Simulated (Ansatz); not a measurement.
**Single-point calculation of Sn**

Sn (slab, 12 atoms in the cell), computed with DFT PBE+D3(BJ), scalar-relativistic, plane waves, PAW, no spin polarisation (Ansatz 0.2.0).

The structure derives from an entry of the Crystallography Open Database. It belongs to a series of runs on one base structure; here: the slab at its places in the relaxed adsorbed structure. Figures and captions count atoms from 1; the log counts them from 0 in places.

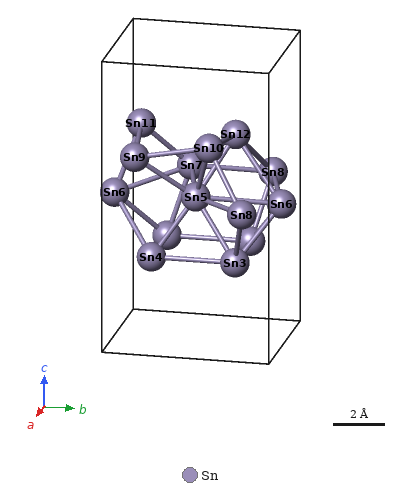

The structure as given in the input (ball-and-stick view of the cell of the calculation, with the vacuum cut short, seen slightly off an axis; atoms are numbered from 1 in the order of the input). An atom can appear more than once, as a periodic image.

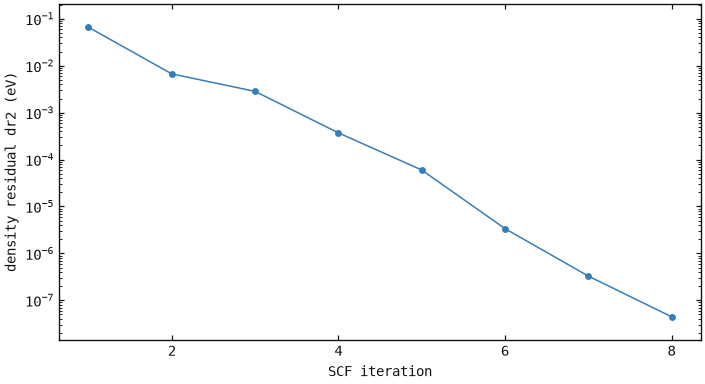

Convergence of the self-consistent field: density residual dr2 against the SCF iteration. The residual falls at every step.

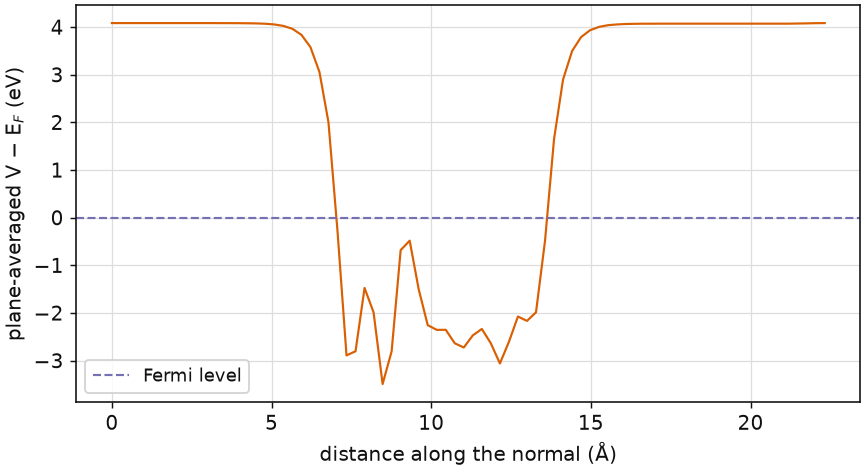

Plane average of the electrostatic potential energy of an electron across the cell, from the Fermi level. The vacuum level lies 4.07 eV above the Fermi level.

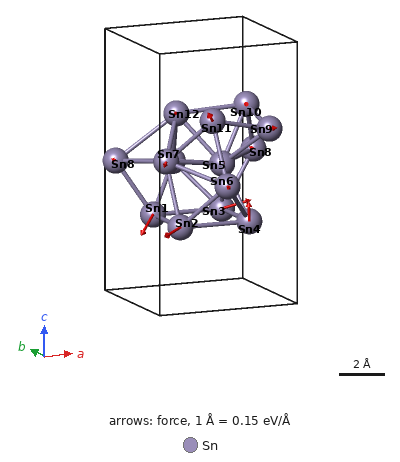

Forces on the atoms as red arrows (ball-and-stick view of the cell of the calculation, with the vacuum cut short, seen slightly off an axis; atoms are numbered from 1 in the order of the input). The largest act on Sn3 (0.20 eV/Å); Sn1 (0.19 eV/Å); Sn2 (0.18 eV/Å); Sn4 (0.14 eV/Å), among others. The geometry is not a stationary point of this energy.

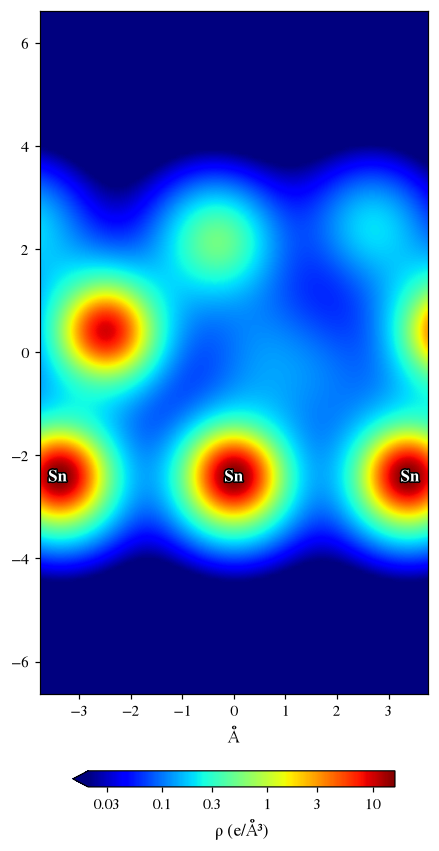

Valence electron density on the (100) plane of the calculation cell, a cut from vacuum to vacuum. The density dies away to nearly zero in the vacuum. The fields are those of the smooth PAW valence density.

The input that produced these results follows, with the program's output.

Input
```yaml
crystal:
  lattice:
    - [6.8363002956, 0.0, 0.0]
    - [0.6307727704, 6.8071379774, 0.0]
    - [0.0, 0.0, 22.6055862631]
  atoms:
    - { symbol: Sn, position: [0.25, 0.75, 0.3538948252] }
    - { symbol: Sn, position: [0.25, 0.25, 0.3538948252] }
    - { symbol: Sn, position: [0.75, 0.75, 0.3538948252] }
    - { symbol: Sn, position: [0.75, 0.25, 0.3538948252] }
    - { symbol: Sn, position: [0.6507711265, 0.4968797304, 0.459481758] }
    - { symbol: Sn, position: [0.4845349172, -0.020306943, 0.4440424707] }
    - { symbol: Sn, position: [0.2015887426, 0.3874938239, 0.479513668] }
    - { symbol: Sn, position: [0.0143455944, -0.1593923339, 0.4629947698] }
    - { symbol: Sn, position: [0.8652194118, 0.1715206419, 0.5406447732] }
    - { symbol: Sn, position: [0.8755260213, 0.6186058355, 0.5669942008] }
    - { symbol: Sn, position: [0.437258021, 0.1312121223, 0.5681966419] }
    - { symbol: Sn, position: [0.3952780236, 0.6890555081, 0.5561634129] }
basis:
  ecutwfc: 420
kpoints:
  mp_grid: { grid: [3, 3, 1] }
hamiltonian:
  xc: pbe
  dispersion: d3bj
scf:
  occupations: { method: gaussian, width: 0.1 }
output:
  forces: true
  eigenvalues: true
  write_density: true
  volumetric_format: npy
efield:
  axis: 3
  dipole_correction: true
  ramp_width: 0.04
```

Run as:
```bash
ansatz run input.yaml --threads 4 --pin off --max-ram 10240MiB --backend cpu --events-out ev --progress --plain --runs-dir out
```

The program's output
```
Engine: ansatz 0.2.0, x86_64-unknown-linux-gnu
Pseudopotentials: kind: paw
Pseudopotential: Sn, paw, valence charge 14, recommended cutoff 420 eV (normal), Sn.paw.azcp
Functional definition: PBE
  parameter kappa = 0.804
  parameter beta = 0.06672455060314922
  exchange = pbe_x(kappa = kappa, mu = beta*pi^2/3)
  correlation = pbe_c(beta = beta)
Crystal: 12 atoms, lattice volume = 1051.965 Å³
Basis set: ecut = 420 eV, 20605 PW (Γ), exchange–correlation on 96×96×320 points (8 copies of the dense FFT grid, shifted against one another)
Bands: 101, of which v1, the nominal top of the filled ones, is band 84 counted from 1 (83 counted from 0)
Symmetry: 1 space group operations
Space group: P1 (ITA 1), of the structure as read, at distance tolerance 1.0e-4 Å
k-points: 5 of 9 (time reversal used)
Non-local potential: Sn, projectors of the file, l = 0: 2, l = 1: 2, l = 2: 2, l = 3: 2
PAW form: soft (Blöchl's): semilocal exchange-correlation on the pseudo side does not see the compensation charge
PAW one-centre angular grid: Sn, 590 points (default); XC on 64 Gauss nodes
Initial density: superposition of atomic densities (neutral atoms: chi_scale 0, normalization atom), corrected by the library's trained network
Initial wavefunctions: pseudopotential atomic-orbital guess
Functional: x = pbe(κ = 0.804, μ = 0.2195149727645171), c = pbe(β = 0.06672455060314922)
SCF iter   1: F=—  HF=-72290.679246 eV  |F-HF|=—  |Δ(HF+E_count)|=         —  Δρ=1.30e-3  dr2=6.60e-2  ethr=1.77e-3  p=-0.000 e·Å  D=-4.07e-5 V/Å  ΔV_dip=0.00 eV  dr2_dipole=1.01e-2  V_vac-E_F(+/−)=4.19/4.19 eV  ⟨swp⟩=8.4  Hψ=2069  notcnv=0
efield: sawtooth ramp at fractional position 0.9410 (placed from the atoms, in the widest stretch of the axis that holds none; the zero of the levels goes with the place), width 0.0400; the density the first Hamiltonian is built on has a dipole p = -0.000 e·Å; the dipole correction subtracts the counter field D = -4.07e-5 V/Å, which shifts the + side's vacuum level by +0.00 eV against the − side's; the planar-averaged density in the ramp window peaks in size at 4.5e-6 e/Å³
preconditioner: auto → LDOS  [insulator: Δε(μ)=0.257 eV  Ē_g=18.712 eV  σ=0.100 eV  W_gap=0.60  n_scr=142 (ndim 8)  ℏωp=14.8 eV  f_vac=0.613  D(μ)=7.86/eV (n_scr^D=28)  ε∞_Penn≈1.6  β→1.0]
SCF iter   2: F=—  HF=-72290.669785 eV  |F-HF|=—  |Δ(HF+E_count)|=   9.46e-3  Δρ=7.54e-4  dr2=6.70e-3  ethr=3.93e-5  p=0.005 e·Å  D=9.40e-4 V/Å  ΔV_dip=-0.02 eV  dr2_dipole=1.50e-7  V_vac-E_F(+/−)=4.09/4.11 eV  ⟨swp⟩=2.0  Hψ=1006  notcnv=0  defer=19
SCF iter   3: F=—  HF=-72290.668926 eV  |F-HF|=—  |Δ(HF+E_count)|=   8.59e-4  Δρ=4.00e-4  dr2=2.84e-3  ethr=3.99e-6  p=0.004 e·Å  D=6.28e-4 V/Å  ΔV_dip=-0.01 eV  dr2_dipole=1.63e-4  V_vac-E_F(+/−)=4.09/4.10 eV  ⟨swp⟩=2.0  Hψ=875  notcnv=0  defer=19
SCF iter   4: F=—  HF=-72290.668170 eV  |F-HF|=—  |Δ(HF+E_count)|=   7.56e-4  Δρ=1.33e-4  dr2=3.71e-4  ethr=1.69e-6  p=0.003 e·Å  D=5.61e-4 V/Å  ΔV_dip=-0.01 eV  dr2_dipole=3.66e-5  V_vac-E_F(+/−)=4.08/4.09 eV  ⟨swp⟩=2.0  Hψ=845  notcnv=0  defer=19
SCF iter   5: F=—  HF=-72290.668092 eV  |F-HF|=—  |Δ(HF+E_count)|=   7.77e-5  Δρ=4.49e-5  dr2=6.00e-5  ethr=2.21e-7  p=0.003 e·Å  D=5.31e-4 V/Å  ΔV_dip=-0.01 eV  dr2_dipole=4.00e-6  V_vac-E_F(+/−)=4.07/4.09 eV  ⟨swp⟩=2.0  Hψ=876  notcnv=0  defer=19
SCF iter   6: F=—  HF=-72290.668038 eV  |F-HF|=—  |Δ(HF+E_count)|=   5.39e-5  Δρ=1.21e-5  dr2=3.38e-6  ethr=3.57e-8  p=0.003 e·Å  D=5.06e-4 V/Å  ΔV_dip=-0.01 eV  dr2_dipole=1.71e-7  V_vac-E_F(+/−)=4.07/4.08 eV  ⟨swp⟩=2.4  Hψ=879  notcnv=0  defer=19
SCF iter   7: F=—  HF=-72290.668039 eV  |F-HF|=—  |Δ(HF+E_count)|=   9.05e-7  Δρ=4.16e-6  dr2=3.29e-7  ethr=2.01e-9  p=0.003 e·Å  D=4.95e-4 V/Å  ΔV_dip=-0.01 eV  dr2_dipole=5.83e-11  V_vac-E_F(+/−)=4.07/4.08 eV  ⟨swp⟩=2.0  Hψ=875  notcnv=0  defer=19
SCF iter   8: F=-72290.668039 eV  HF=-72290.668039 eV  |F-HF|=3.62e-8  |Δ(HF+E_count)|=   1.57e-7  Δρ=1.71e-6  dr2=4.46e-8  ethr=5.95e-11  p=0.003 e·Å  D=4.92e-4 V/Å  ΔV_dip=-0.01 eV  dr2_dipole=1.63e-10  V_vac-E_F(+/−)=4.07/4.08 eV  ⟨swp⟩=19.0  Hψ=2390  notcnv=0
WARN: dispersion: an atom stands within reach of a switch of its C6 between two reference coordination numbers of its element: through that C6 alone, e_disp changes by 0.025 eV or more while the distances to its neighbours run over a stretch of 0.05 Å that contains this geometry (sites counted from 0 in the run's list of atoms or, in a supercell that it derives, in that cell's: here a list of 12) — site 0 (Sn): coordination number 3.699 (about 3.35 to 4.05 with every neighbour 0.05 Å farther or nearer), switch near 3.419 between the references 3.912 (weight 0.90) and 2.926 (weight 0.10), e_disp changing by some 0.03 eV; site 1 (Sn): coordination number 3.565 (about 3.24 to 3.89 with every neighbour 0.05 Å farther or nearer), switch near 3.419 between the references 3.912 (weight 0.76) and 2.926 (weight 0.24), e_disp changing by some 0.03 eV; site 3 (Sn): coordination number 3.275 (about 2.94 to 3.61 with every neighbour 0.05 Å farther or nearer), switch near 3.419 between the references 2.926 (weight 0.76) and 3.912 (weight 0.24), e_disp changing by some 0.03 eV; some 0.08 eV in sum. This is how the published method behaves, and the energy and the forces stay consistent. Where you compare this geometry's total energy with another's, compare their components.e_disp too, and, where the geometries are yours to choose, keep both on one side of the switch, which a site's coordination number tells: a relaxation that ends in reach of it can search the other side under relax.adjacent_minimum: search, except where no move that the cell, the constraints and the symmetry allow carries the atom there
SCF 1 converged in 8 iterations: F = -72290.668039 eV  dr2 = 4.46e-8
  greatest PAW one-centre occupation: 0.991 electrons in one spin orbital (limit 2), on the Sn atom at site 3 (counted from 0), in its partial waves of l = 2
SCF converged after 8 iterations
Free energy (F): -72290.668039 eV
Harris-Foulkes:  -72290.668039 eV  (|F-HF|=3.62e-8)
Internal energy: -72290.628225 eV  (E = F + TS)
E sigma→0 (E₀):  -72290.648132 eV
Entropy (-TS):   -0.039814 eV (-3.318 meV/atom)
Fermi energy:    0.518682 eV
Dipole field:    D = 0.000500 V/Å  (p = 0.002904 e·Å, saw-weighted, corrected)
Work function:   Φ+ = 4.0727 eV   Φ− = 4.0840 eV
Levels:          The Fermi level and band energies are counted from a zero that moves with the ramp; work functions are not
--- Per-component energies (eV) ---
  E_band       = -2678.817921
  E_kinetic    = 2228.378949
  E_local      = -112644.042680  (includes V_loc(G=0)·N_el)
  E_nonlocal   = -391.563143
  E_hartree    = 56757.821068
  E_xc         = -4588.679472
  E_vxc        = -1147.728964  (∫ρ·V_xc dr)
  E_paw        = -49620.937778  (= ΣΔE_a)
  E_vpaw       = -4239.533912  (= ΣTr[D̂ρ^β])
  E_aug_tail   = -0.000005  (compensation charges beyond the density's cutoff)
  E_efield     = 0.000001  (sawtooth field / dipole correction)
  E_vefield    = 0.006157  (∫n·V_field dr)
  E_ewald      = 35971.511349
  E_disp       = -3.116514  (pairwise vdW)
  E_smearing   = -0.039814  (= −TS)
  E_closure    = 0.000000  (closes the sum)
  Σ components = -72290.668039   (vs F -72290.668039, Δ=0.00e0)
--- Forces (eV/Å), atoms counted from 1 ---
  atom   1  Sn    -0.12901930    -0.07791004    -0.12225685
  atom   2  Sn    -0.04362763     0.15460535    -0.08966628
  atom   3  Sn     0.18360347    -0.07119949     0.05678598
  atom   4  Sn    -0.00356861     0.00151605     0.13662897
  atom   5  Sn     0.00643622    -0.02761821     0.00792308
  atom   6  Sn     0.02329442     0.00384954    -0.02250648
  atom   7  Sn    -0.01445090     0.00313326    -0.04317790
  atom   8  Sn    -0.02556055     0.01554699     0.01236768
  atom   9  Sn     0.04442067    -0.03108802     0.00713408
  atom  10  Sn     0.01100031     0.02923285    -0.00738660
  atom  11  Sn    -0.04804907    -0.02337263     0.06601918
  atom  12  Sn    -0.00447380     0.02330315    -0.00186569
  max |Σ_I F_I| component: 5.22e-6 eV/Å
--- Band table (eV; the first three rows and the last of 5) ---
  k-point 0: bands = ["-21.0136", "-21.0036", "-20.9873", "-20.9721", "-20.9647", "-20.9623", "-20.9546", "-20.9514", "-20.9435", "-20.9373", "-20.9319", "-20.9315", "-20.9227", "-20.9206", "-20.9109", "-20.9012", "-20.8950", "-20.8920", "-20.8899", "-20.8838", "-20.8826", "-20.8783", "-20.8767", "-20.8670", "-20.8633", "-20.8571", "-20.8563", "-20.8502", "-20.8334", "-20.8251", "-20.8203", "-20.8151", "-20.8143", "-20.8112", "-20.7982", "-20.7774", "-20.7765", "-20.7694", "-20.7616", "-20.7566", "-20.7525", "-20.7432", "-20.7376", "-20.7359", "-20.7269", "-20.7245", "-20.7189", "-20.7050", "-20.6983", "-20.6947", "-20.6827", "-20.6818", "-20.6775", "-20.6683", "-20.6634", "-20.6606", "-20.6563", "-20.6459", "-20.6412", "-20.6230", "-10.1031", "-8.4100", "-7.3561", "-7.0420", "-6.8481", "-6.6592", "-5.7131", "-5.5808", "-5.5528", "-4.9638", "-4.1693", "-4.0585", "-3.0360", "-2.7134", "-2.3802", "-2.0144", "-1.7868", "-1.7348", "-1.5033", "-1.1338", "-1.0511", "-0.6131", "-0.2534", "0.4620", "1.1274", "1.3574", "1.4890", "1.6007", "1.8048", "2.5230", "2.7194", "3.1057", "3.4026", "3.5916", "3.7729", "3.9527", "4.0452", "4.2783", "4.4133", "4.4886", "4.7338"]
  k-point 1: bands = ["-21.0120", "-20.9992", "-20.9842", "-20.9681", "-20.9610", "-20.9584", "-20.9502", "-20.9463", "-20.9421", "-20.9364", "-20.9333", "-20.9282", "-20.9233", "-20.9157", "-20.9127", "-20.9015", "-20.8982", "-20.8931", "-20.8913", "-20.8824", "-20.8774", "-20.8754", "-20.8692", "-20.8660", "-20.8628", "-20.8559", "-20.8515", "-20.8476", "-20.8392", "-20.8314", "-20.8227", "-20.8135", "-20.8099", "-20.8037", "-20.7984", "-20.7885", "-20.7847", "-20.7745", "-20.7662", "-20.7579", "-20.7554", "-20.7453", "-20.7403", "-20.7365", "-20.7305", "-20.7223", "-20.7157", "-20.7069", "-20.6964", "-20.6889", "-20.6875", "-20.6868", "-20.6787", "-20.6711", "-20.6667", "-20.6631", "-20.6571", "-20.6518", "-20.6380", "-20.6267", "-9.7497", "-8.6821", "-7.9613", "-7.0788", "-6.9767", "-6.4976", "-5.7498", "-5.5304", "-5.2304", "-4.8959", "-4.8032", "-4.3568", "-2.6784", "-2.5847", "-1.9120", "-1.7288", "-1.4624", "-1.3246", "-1.1613", "-0.8568", "-0.5548", "-0.1506", "0.1177", "0.4438", "0.8275", "1.1595", "1.4731", "1.7338", "1.9021", "2.1239", "2.3284", "2.8161", "3.0328", "3.1530", "3.4298", "3.4879", "3.9583", "4.2297", "4.3015", "4.4108", "4.5426"]
  k-point 2: bands = ["-21.0116", "-21.0029", "-20.9857", "-20.9694", "-20.9639", "-20.9581", "-20.9516", "-20.9479", "-20.9450", "-20.9358", "-20.9284", "-20.9259", "-20.9202", "-20.9159", "-20.9035", "-20.8992", "-20.8963", "-20.8908", "-20.8881", "-20.8843", "-20.8808", "-20.8752", "-20.8715", "-20.8671", "-20.8619", "-20.8557", "-20.8528", "-20.8465", "-20.8423", "-20.8343", "-20.8251", "-20.8138", "-20.8119", "-20.8054", "-20.8011", "-20.7893", "-20.7796", "-20.7725", "-20.7709", "-20.7630", "-20.7538", "-20.7470", "-20.7407", "-20.7346", "-20.7275", "-20.7200", "-20.7122", "-20.7048", "-20.6997", "-20.6902", "-20.6845", "-20.6814", "-20.6805", "-20.6735", "-20.6678", "-20.6632", "-20.6575", "-20.6472", "-20.6397", "-20.6293", "-9.7522", "-8.6588", "-8.0629", "-7.0584", "-6.8061", "-6.4597", "-5.9396", "-5.4347", "-5.2577", "-4.9618", "-4.7031", "-4.4310", "-2.8799", "-2.5202", "-1.9664", "-1.7179", "-1.5612", "-1.2805", "-0.9307", "-0.7870", "-0.4534", "-0.2390", "0.1468", "0.4237", "0.9788", "1.2088", "1.5056", "1.6631", "1.7917", "2.2435", "2.3138", "2.5438", "2.8925", "3.1301", "3.4489", "3.5187", "4.0544", "4.3183", "4.3463", "4.4355", "4.5911"]
  k-point 4: bands = ["-21.0101", "-20.9997", "-20.9833", "-20.9679", "-20.9612", "-20.9553", "-20.9462", "-20.9418", "-20.9397", "-20.9347", "-20.9286", "-20.9229", "-20.9163", "-20.9152", "-20.9038", "-20.9000", "-20.8928", "-20.8891", "-20.8871", "-20.8813", "-20.8791", "-20.8734", "-20.8699", "-20.8642", "-20.8582", "-20.8566", "-20.8522", "-20.8471", "-20.8397", "-20.8349", "-20.8235", "-20.8173", "-20.8136", "-20.8087", "-20.8047", "-20.7942", "-20.7876", "-20.7817", "-20.7713", "-20.7617", "-20.7559", "-20.7506", "-20.7424", "-20.7357", "-20.7291", "-20.7195", "-20.7129", "-20.7027", "-20.6971", "-20.6934", "-20.6887", "-20.6836", "-20.6787", "-20.6776", "-20.6719", "-20.6645", "-20.6609", "-20.6533", "-20.6380", "-20.6280", "-9.3408", "-8.5822", "-8.2607", "-7.6357", "-7.0328", "-6.7596", "-6.5932", "-5.5487", "-4.9142", "-4.5888", "-4.4810", "-4.1154", "-2.2443", "-2.0506", "-1.6606", "-1.4216", "-1.2180", "-1.0820", "-0.7385", "-0.6211", "-0.2579", "-0.2271", "0.1628", "0.3232", "0.4974", "1.2839", "1.5289", "1.6653", "1.7822", "1.9722", "2.1677", "2.4623", "2.6757", "2.7353", "2.9788", "3.2256", "3.4909", "3.6878", "3.9743", "4.3268", "4.5457"]
```

Summary

- outcome: converged
- electrons treated: 168
- free energy: −72290.6680 eV
- work function, top face: 4.07 eV
- work function, bottom face: 4.08 eV
- Fermi energy: 0.519 eV
- gap on the k-point mesh: 0.02 eV by band count, under the smearing
- work function (upper face): 4.07 eV
- largest force (length of the vector): 0.205 eV/Å
- hardware: 4 threads of Intel Xeon (Granite Rapids), 192 GiB of memory available, shared host
- wall time: 6.9 s (CPU time 26 s)
- peak memory: 2.1 GiB
